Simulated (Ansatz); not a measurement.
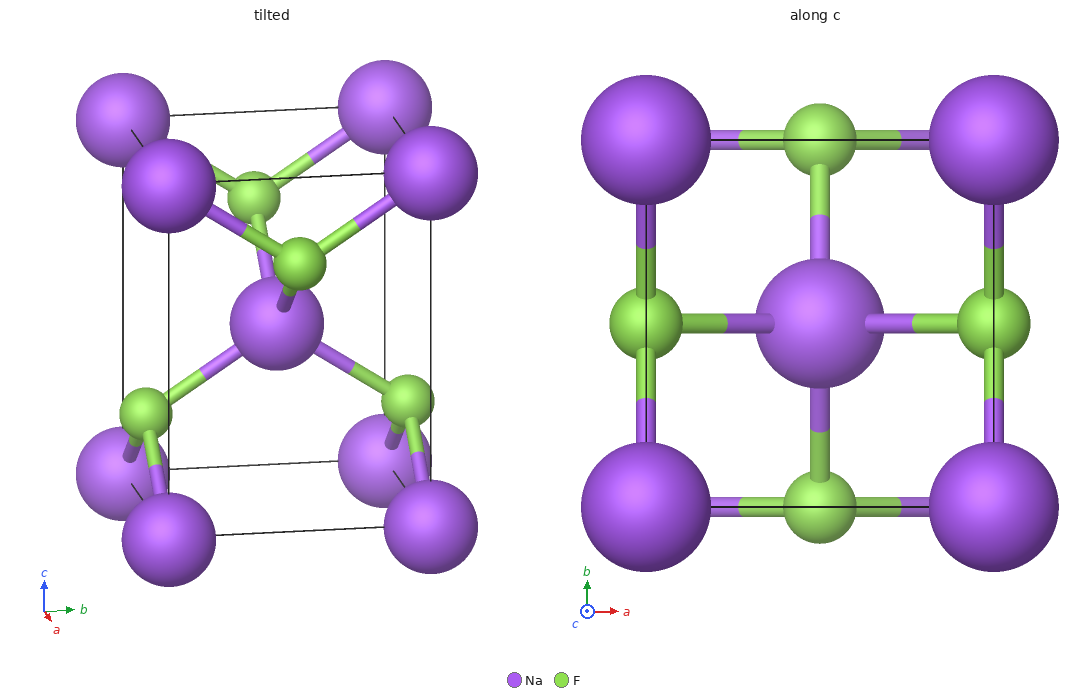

Structure drawing (ball-and-stick), viewed slightly off an axis and along the c axis. The lines enclose the conventional unit cell; boundary atoms appear with their images.

NaF, space group Imm2 (No. 44), a = 3.483 Å, b = 3.676 Å, c = 5.063 Å, α = 90.00°, β = 90.00°, γ = 90.00°. Provenance: a structure type filled with these elements by a generator (whether the compound takes this form wasn't checked). The cell was then strained or its atoms displaced on purpose. Ansatz was used for an electronic-structure calculation on it.

This one geometry was computed with Ansatz (DFT, plane waves, PAW) at three levels of theory: r2SCAN, PBE and HSE06. It was relaxed with r2SCAN and then strained.

Which level gives the highest pressure at this volume, and what does that say about its equilibrium volume?

Highest: PBE (1.9 GPa), which points to the largest equilibrium volume. Lowest, with the smallest volume: r2SCAN (0.0 GPa). Levels within 0.5 GPa of each other can't be told apart.

How does the band gap change with the level of theory?

PBE: a gap of 5.56 eV, direct; r2SCAN: a gap of 6.19 eV, direct; HSE06: a gap of 7.60 eV, direct.

Collect the results in a table.

| level | cutoff (eV) | k-mesh of the run's cell | gap (eV) | pressure (GPa) |
| --- | --- | --- | --- | --- |
| r2SCAN | 500 | 8×8×8 | 6.19 | 0.0 |
| PBE | 420 | 8×8×8 | 5.56 | 1.9 |
| HSE06 | 420 | 6×6×6 | 7.60 | 0.7 |

Gaps are taken on the k-mesh or band path of each run.
